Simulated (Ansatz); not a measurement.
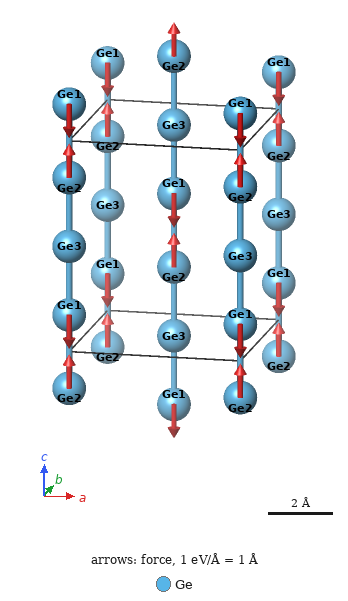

Starting geometry of solid Ge (a generated structure, set up in I4/mmm) (coarse preliminary run) with the computed forces as red arrows. The picture is a ball-and-stick view of the conventional cell (2 times the calculation's cell), seen slightly off an axis. Lengths and directions refer to the drawn axes.

Method: Ansatz 0.2.0, DFT PBE, scalar-relativistic, plane waves, PAW.

Input
```yaml
crystal:
  lattice:
    - [-2.77196169, 2.77196169, 3.4305813]
    - [2.77196169, -2.77196169, 3.4305813]
    - [2.77196169, 2.77196169, -3.4305813]
  atoms:
    - { symbol: Ge, position: [0.17395913, 0.17395913, 0.0] }
    - { symbol: Ge, position: [0.82604087, 0.82604087, 0.0] }
    - { symbol: Ge, position: [0.5, 0.5, 0.0] }
basis:
  ecutwfc: 420
kpoints:
  mp_grid: { grid: [4, 4, 4] }
hamiltonian:
  xc: pbe
scf:
  occupations: { method: gaussian, width: 0.1 }
  lower_state_search: "off"
output:
  forces: true
  stress: true
  eigenvalues: true
relax:
  adjacent_minimum: "off"
  f_tol: 0.04
  max_steps: 70
  cell: { stress_tol: 0.4 }
```

Command:
```bash
ansatz run input.yaml --threads 1 --pin off --max-ram 2560MiB --backend cpu --events-out ev --progress --plain --runs-dir out
```

Is this structure relaxed? If not, where do the atoms go?

Answer. It isn't relaxed: the largest force vector, on Ge atoms, is 1.11 eV/Å. The atoms end up moving mostly along the starting forces (cosine between the two patterns 1.00). The largest moves relative to the cell, 0.062 Å, are those of Ge1 and Ge2. Ge1 goes along −c. The volume changes by −44.2 %, with a = b 5.544 → 3.732 Å (−32.7 %), c 6.861 → 8.442 Å (+23.0 %). Near-neighbour distances that change, for instance: Ge1–Ge3 4.098 → 2.990 Å, Ge1–Ge2 4.057 → 2.991 Å, Ge1–Ge3 (another image) 2.237 → 2.814 Å, Ge1–Ge2 (another image) 2.387 → 2.813 Å. The space group stays I4/mmm (No. 139). Over 12 accepted moves (15 points after the start) the energy falls by 998 meV per atom. The largest force component goes from 1.1 to 0.00082 eV/Å. The pressure goes from 4.26 to 0.01 GPa. The line search rejected the trial step at point 8 of the run. At 2 points the geometry stayed and the basis and grid were re-selected for the new cell (energy shift of 9.3 meV per atom at most each time). The run took 29 s on 1 thread of Arm Neoverse V2, on a shared host, peak memory 0.35 GiB.
